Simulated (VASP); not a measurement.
Run report: PbSe, geometry relaxation

The run: geometry relaxation of PbSe (Fm-3m, 2 atoms in the cell). Method and program: DFT, plane waves, PAW, settings varied from a PBE run (VASP 6.6.1).

The structure was built on a prototype by a generator.

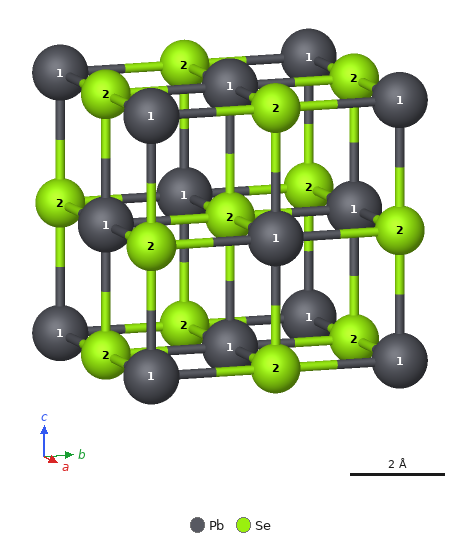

Fig. 1: The input geometry (ball-and-stick view of the cell 4 times as large as that of the calculation, set on its symmetry axes, seen slightly off an axis; atoms are numbered from 1 in the order of the input). Near neighbours in the crystal (not all of them lie inside the picture): Pb has 6 Se at 2.83 Å; Se has 6 Pb at 2.83 Å.

INCAR:
```
ENCUT = 600.000000
SIGMA = 0.020000
EDIFF = 1.00e-07
EDIFFG = -5.00e-03
GGA = PE
PREC = Accurate
IBRION = 2
ISIF = 3
ISMEAR = -1
NBANDS = 17
NSW = 40
LASPH = .TRUE.
LCHARG = .FALSE.
LWAVE = .FALSE.
LREAL = .FALSE.
ALGO = Fast
NELECT = 19.5
NELM = 92
```

KPOINTS:
```
KPOINTS created by Atomic Simulation Environment
0
Gamma
8 8 8
0 0 0
```

POSCAR:
```
Pb Se
 1.0000000000000000
     0.0000000000000000    2.8250139999999999    2.8250139999999999
     2.8250139999999999    0.0000000000000000    2.8250139999999999
     2.8250139999999999    2.8250139999999999    0.0000000000000000
 Pb  Se
   1   1
Cartesian
  0.0000000000000000  0.0000000000000000  0.0000000000000000
  2.8250139999999999  2.8250139999999999  2.8250139999999999
```

Command:
```bash
mpirun -np 1 vasp_std
```

OSZICAR:
```
N       E                     dE             d eps       ncg     rms          rms(c)
DAV:   1     0.156133142371E+03    0.15613E+03   -0.97013E+03   986   0.131E+03
DAV:   2    -0.131406846183E+00   -0.15626E+03   -0.15016E+03  1014   0.333E+02
DAV:   3    -0.108483227413E+02   -0.10717E+02   -0.10556E+02  1301   0.914E+01
DAV:   4    -0.110790711624E+02   -0.23075E+00   -0.23052E+00  1187   0.137E+01
DAV:   5    -0.110866060760E+02   -0.75349E-02   -0.75345E-02  1473   0.249E+00    0.352E+00
RMM:   6    -0.110678132891E+02    0.18793E-01   -0.11538E-01  1011   0.308E+00    0.208E+00
RMM:   7    -0.110650694687E+02    0.27438E-02   -0.74058E-02  1003   0.153E+00    0.799E-01
RMM:   8    -0.110649630151E+02    0.10645E-03   -0.48764E-03  1005   0.960E-01    0.235E-01
RMM:   9    -0.110653395074E+02   -0.37649E-03   -0.16665E-03  1039   0.381E-01    0.581E-02
RMM:  10    -0.110654046133E+02   -0.65106E-04   -0.49334E-04  1071   0.233E-01    0.213E-02
RMM:  11    -0.110654035469E+02    0.10663E-05   -0.13893E-04  1047   0.137E-01    0.131E-02
RMM:  12    -0.110654053304E+02   -0.17834E-05   -0.45708E-05  1220   0.624E-02    0.853E-03
RMM:  13    -0.110654057878E+02   -0.45749E-06   -0.61170E-06  1156   0.222E-02    0.294E-03
RMM:  14    -0.110654056127E+02    0.17514E-06   -0.23131E-06  1043   0.165E-02    0.115E-03
RMM:  15    -0.110654056113E+02    0.14418E-08   -0.68464E-07   950   0.822E-03
   1 F= -.11065406E+02 E0= -.11064305E+02  d E =-.110654E+02
       N       E                     dE             d eps       ncg     rms          rms(c)
DAV:   1    -0.112520715198E+02   -0.18667E+00   -0.52987E+00  1282   0.394E+01    0.239E+00
RMM:   2    -0.110908337951E+02    0.16124E+00   -0.25300E-01  1031   0.768E+00    0.924E-01
RMM:   3    -0.110634957576E+02    0.27338E-01   -0.12095E-01  1010   0.444E+00    0.116E-01
RMM:   4    -0.110659984242E+02   -0.25027E-02   -0.23687E-02  1121   0.136E+00    0.146E-01
RMM:   5    -0.110663096171E+02   -0.31119E-03   -0.26431E-03  1102   0.536E-01    0.998E-02
RMM:   6    -0.110664036830E+02   -0.94066E-04   -0.84671E-04  1131   0.328E-01    0.306E-02
RMM:   7    -0.110663952560E+02    0.84270E-05   -0.21835E-04  1036   0.207E-01    0.904E-03
RMM:   8    -0.110664034586E+02   -0.82026E-05   -0.95798E-05  1284   0.908E-02    0.714E-03
RMM:   9    -0.110664022347E+02    0.12239E-05   -0.40759E-06  1057   0.242E-02    0.346E-03
RMM:  10    -0.110664023079E+02   -0.73204E-07   -0.19347E-06  1180   0.126E-02    0.122E-03
RMM:  11    -0.110664023150E+02   -0.70186E-08   -0.20136E-07   757   0.444E-03
   2 F= -.11066402E+02 E0= -.11065305E+02  d E =-.996704E-03
       N       E                     dE             d eps       ncg     rms          rms(c)
DAV:   1    -0.111080053055E+02   -0.41603E-01   -0.11608E+00  1233   0.195E+01    0.108E+00
RMM:   2    -0.110747035544E+02    0.33302E-01   -0.54282E-02  1026   0.356E+00    0.423E-01
RMM:   3    -0.110688145800E+02    0.58890E-02   -0.26163E-02  1002   0.212E+00    0.519E-02
RMM:   4    -0.110693249854E+02   -0.51041E-03   -0.50050E-03  1126   0.654E-01    0.644E-02
RMM:   5    -0.110693785122E+02   -0.53527E-04   -0.56006E-04  1112   0.252E-01    0.431E-02
RMM:   6    -0.110693875825E+02   -0.90703E-05   -0.16624E-04  1122   0.140E-01    0.134E-02
RMM:   7    -0.110693828072E+02    0.47754E-05   -0.38441E-05  1016   0.930E-02    0.362E-03
RMM:   8    -0.110693848200E+02   -0.20129E-05   -0.18420E-05  1275   0.409E-02    0.289E-03
RMM:   9    -0.110693850892E+02   -0.26920E-06   -0.95343E-07  1021   0.117E-02    0.126E-03
RMM:  10    -0.110693851623E+02   -0.73079E-07   -0.35980E-07   815   0.626E-03
   3 F= -.11069385E+02 E0= -.11068291E+02  d E =-.397955E-02
```

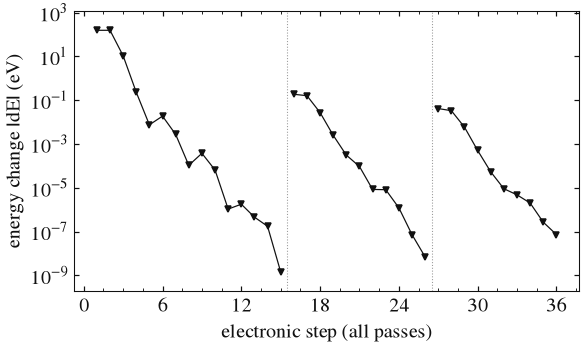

Fig. 2: Convergence of the self-consistent field: energy change |dE| against the electronic step. Each stretch between dotted lines is the SCF of one geometry step of a relaxation. The 3 ionic steps take 10 to 15 electronic steps each. The density is held fixed in the first few steps, and dE rises again when its update begins.

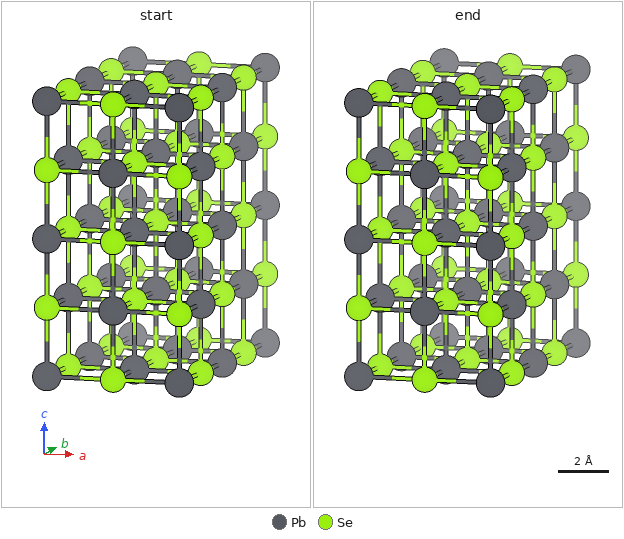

Fig. 3: Before (left) and after (right) the relaxation, at one scale (ball-and-stick view of the cell 4 times as large as that of the calculation, set on its symmetry axes, repeated 1 × 2 × 2, seen slightly off an axis). No atom moves by more than 0.005 Å relative to the cell. Cell: a = b = c 5.650 → 5.617 Å (−0.6 %). Volume −1.7 %. Distances before and after: Pb1–Se2 2.825 → 2.808 Å. The space group stays Fm-3m (No. 225). (Atoms are counted from 1 in the order of the input.)

Parts of OUTCAR:
```
k-points           NKPTS =     29   k-points in BZ     NKDIM =     29   number of bands    NBANDS=     17

   NELECT =      19.5000    total number of electrons

   dimension x,y,z NGX =    32 NGY =   32 NGZ =   32
   dimension x,y,z NGXF=    64 NGYF=   64 NGZF=   64

  energy-cutoff  :      600.00
  volume of cell :       44.30
      direct lattice vectors                 reciprocal lattice vectors
     0.000000000  2.808489382  2.808489382    -0.178031650  0.178031650  0.178031650
     2.808489382  0.000000000  2.808489382     0.178031650 -0.178031650  0.178031650
     2.808489382  2.808489382 -0.000000000     0.178031650  0.178031650 -0.178031650

 k-points in reciprocal lattice and weights: KPOINTS created by Atomic Simulation Env
   0.00000000  0.00000000  0.00000000       0.002
   0.12500000  0.00000000  0.00000000       0.016
   0.25000000  0.00000000  0.00000000       0.016
   0.37500000  0.00000000  0.00000000       0.016
   0.50000000  0.00000000  0.00000000       0.008
   0.12500000  0.12500000  0.00000000       0.012
   0.25000000  0.12500000  0.00000000       0.047
   0.37500000  0.12500000  0.00000000       0.047
   0.50000000  0.12500000  0.00000000       0.047
  -0.37500000  0.12500000  0.00000000       0.047
  -0.25000000  0.12500000  0.00000000       0.047
  -0.12500000  0.12500000  0.00000000       0.023
   0.25000000  0.25000000  0.00000000       0.012
   0.37500000  0.25000000  0.00000000       0.047
   0.50000000  0.25000000  0.00000000       0.047
  -0.37500000  0.25000000  0.00000000       0.047
  -0.25000000  0.25000000  0.00000000       0.023
   0.37500000  0.37500000  0.00000000       0.012
   0.50000000  0.37500000  0.00000000       0.047
  -0.37500000  0.37500000  0.00000000       0.023
   0.50000000  0.50000000  0.00000000       0.006
   0.37500000  0.25000000  0.12500000       0.047
   0.50000000  0.25000000  0.12500000       0.094
  -0.37500000  0.25000000  0.12500000       0.047
   0.50000000  0.37500000  0.12500000       0.047
  -0.37500000  0.37500000  0.12500000       0.094
  -0.25000000  0.37500000  0.12500000       0.047
  -0.37500000  0.50000000  0.12500000       0.023
  -0.25000000  0.50000000  0.25000000       0.012

 E-fermi :   7.4324

 k-point     1 :       0.0000    0.0000    0.0000
  band No.  band energies     occupation
      1      -8.8402      2.00000
      2      -8.8402      2.00000
      3      -8.8177      2.00000
      4      -8.8177      2.00000
      5      -8.8177      2.00000
      6      -7.4913      2.00000
      7       2.9466      2.00000
      8       5.4749      2.00000
      9       5.4749      2.00000
     10       5.4749      2.00000
     11      14.0880      0.00000
     12      14.0880      0.00000
     13      14.0880      0.00000
     14      14.7552      0.00000
     15      14.7552      0.00000
     16      14.7552      0.00000
     17      16.2057      0.00000

 k-point     2 :       0.1250    0.0000    0.0000
  band No.  band energies     occupation
      1      -8.8497      2.00000
      2      -8.8497      2.00000
      3      -8.8178      2.00000
      4      -8.8072      2.00000
      5      -8.8072      2.00000
      6      -7.3167      2.00000
      7       1.9350      2.00000
      8       5.5460      2.00000
      9       5.5460      2.00000
     10       6.3081      2.00000
     11      12.5356      0.00000
     12      12.9903      0.00000
     13      12.9903      0.00000
     14      14.7509      0.00000
     15      15.2178      0.00000
     16      15.2178      0.00000
     17      17.8417      0.00000

 k-point     3 :       0.2500    0.0000    0.0000
  band No.  band energies     occupation
      1      -8.8765      2.00000
      2      -8.8765      2.00000
      3      -8.8200      2.00000
      4      -8.7780      2.00000
      5      -8.7780      2.00000
      6      -6.8216      2.00000
      7       0.2705      2.00000
      8       5.7485      2.00000
      9       5.7485      2.00000
     10       7.4140      1.42823
     11      10.8276      0.00000
     12      11.4455      0.00000
     13      11.4455      0.00000
     14      15.0393      0.00000
     15      16.1815      0.00000
     16      16.1815      0.00000
     17      20.6294      0.00000

 k-point     4 :       0.3750    0.0000    0.0000
  band No.  band energies     occupation
      1      -8.9038      2.00000
      2      -8.9038      2.00000
      3      -8.8238      2.00000
      4      -8.7479      2.00000
      5      -8.7479      2.00000
      6      -6.1492      2.00000
      7      -1.2043      2.00000
      8       6.0174      2.00000
      9       6.0174      2.00000
     10       8.1112      0.00000
     11       9.6519      0.00000
     12      10.2698      0.00000
     13      10.2698      0.00000
     14      16.3217      0.00000
     15      17.5948      0.00000
     16      17.5948      0.00000
     17      21.6029      0.00000

 k-point     5 :       0.5000    0.0000    0.0000
  band No.  band energies     occupation
      1      -8.9151      2.00000
      2      -8.9151      2.00000
      3      -8.8257      2.00000
      4      -8.7352      2.00000
      5      -8.7352      2.00000
      6      -5.7620      2.00000
      7      -1.8721      2.00000
      8       6.1618      2.00000
      9       6.1618      2.00000
     10       8.4128      0.00000
     11       9.1495      0.00000
     12       9.8110      0.00000
     13       9.8110      0.00000
     14      17.7869      0.00000
     15      18.6935      0.00000
     16      18.6935      0.00000
     17      19.7448      0.00000

 [... the levels of 23 k-points are left out ...]

 k-point    29 :      -0.2500    0.5000    0.2500
  band No.  band energies     occupation
      1      -9.1911      2.00000
      2      -8.8529      2.00000
      3      -8.7905      2.00000
      4      -8.7905      2.00000
      5      -8.7013      2.00000
      6      -4.7658      2.00000
      7      -0.5076      2.00000
      8       2.3649      2.00000
      9       2.3649      2.00000
     10       7.4594      0.41151
     11      10.4648      0.00000
     12      13.5973      0.00000
     13      13.5973      0.00000
     14      17.3498      0.00000
     15      17.3498      0.00000
     16      21.5491      0.00000
     17      21.6444      0.00000

  Total       -0.0005662     -0.0005662     -0.0005662      0.0000000      0.0000000      0.0000000
  in kB       -0.0204750     -0.0204750     -0.0204750      0.0000000      0.0000000      0.0000000
  external PRESSURE =      -0.0204750 kB  Pullay stress =       0.0000000 kB

 POSITION                                       TOTAL-FORCE (eV/Angst)
 -----------------------------------------------------------------------------------
      0.00000      0.00000     -0.00000        -0.000000      0.000000     -0.000000
      2.80849      2.80849      2.80849         0.000000     -0.000000      0.000000
 -----------------------------------------------------------------------------------
    total drift:                                0.000000     -0.000000     -0.000000

  FREE ENERGIE OF THE ION-ELECTRON SYSTEM (eV)
  ---------------------------------------------------
  free  energy   TOTEN  =       -11.0693851623 eV

  energy  without entropy=      -11.0671970090  energy(sigma->0) =      -11.06829109
```

CONTCAR:
```
Pb Se
   1.00000000000000
     0.0000000000000000    2.8084893815412229    2.8084893815412229
     2.8084893815412229    0.0000000000000000    2.8084893815412229
     2.8084893815412229    2.8084893815412229   -0.0000000000000000
  Pb              Se
     1     1
Direct
     0.0000000000000000    0.0000000000000000    0.0000000000000000
     0.5000000000000000    0.5000000000000000    0.5000000000000000

  0.00000000E+00  0.00000000E+00  0.00000000E+00
  0.00000000E+00  0.00000000E+00  0.00000000E+00
```

Key numbers:

- outcome: converged
- space group (tolerance 0.01 Å): Fm-3m (225)
- electrons treated: 19.500
- free energy: −11.0694 eV
- Fermi energy: 7.432 eV
- pressure: 0.00 GPa
- final volume: 44.30 Å³
- largest force (length of the vector) at the end: under 0.001 eV/Å
- final cell: a = 3.972 Å, b = 3.972 Å, c = 3.972 Å, α = 60.00°, β = 60.00°, γ = 60.00°
- hardware: 1 CPU thread, shared host
- wall time: 26 s
- peak memory: 0.2 GiB

Settings chosen away from the usual ones: ALGO = Fast; NELECT changed by -0.5 from the neutral count; NELM = 92. These settings are looser than, or depart from, a standard set-up, so the numbers are not reference values for this system. Spin–orbit coupling is left out, which matters for Pb.
